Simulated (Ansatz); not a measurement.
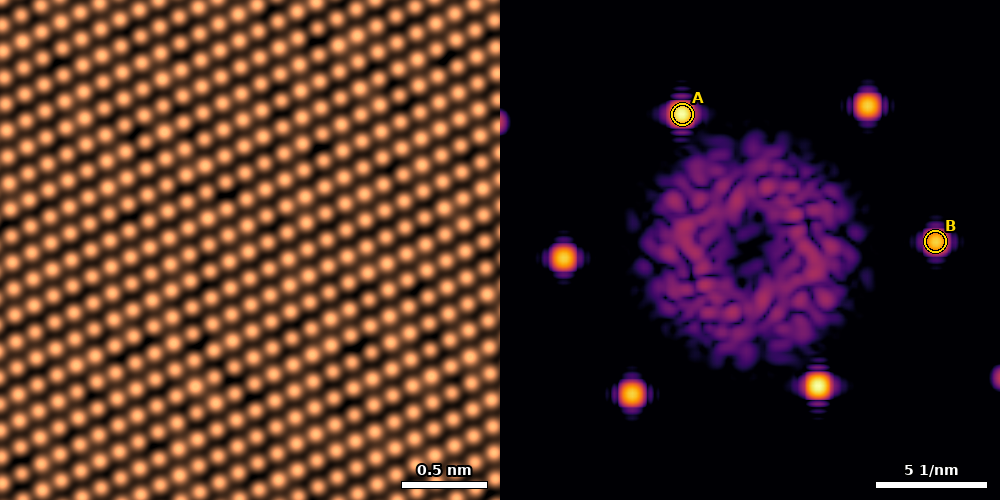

iDPC-like image of Ti (Fd-3m, No. 227) along [210]. Simulated as the projected potential of neutral atoms (B = 0.3 Å²) blurred by a 0.61 Å probe, the thin-sample limit of integrated differential phase contrast. The display is stretched by a gamma of 0.8; percentages refer to the linear signal. The speckle of an amorphous layer was added. Structure used: the geometry relaxed with Ansatz 0.2.0, DFT, revPBE, plane waves (420 eV) with PAW, scalar-relativistic; the starting structure was generated, so it need not be a known form of this composition.

The right panel is the modulus of the image's Fourier transform on a logarithmic scale.

a = 5.790 Å, b = 5.790 Å, c = 5.790 Å, α = 90.00°, β = 90.00°, γ = 90.00°

> Index the marked spots and give their plane spacings (the zone axis points at the viewer; indices equivalent by symmetry, or all signs reversed, are as good).

A: (0 0 -4), d = 1.45 Å; B: (2 -4 2), d = 1.18 Å. A and B enclose 114°, and every spot obeys the zone law hu + kv + lw = 0 for [210].
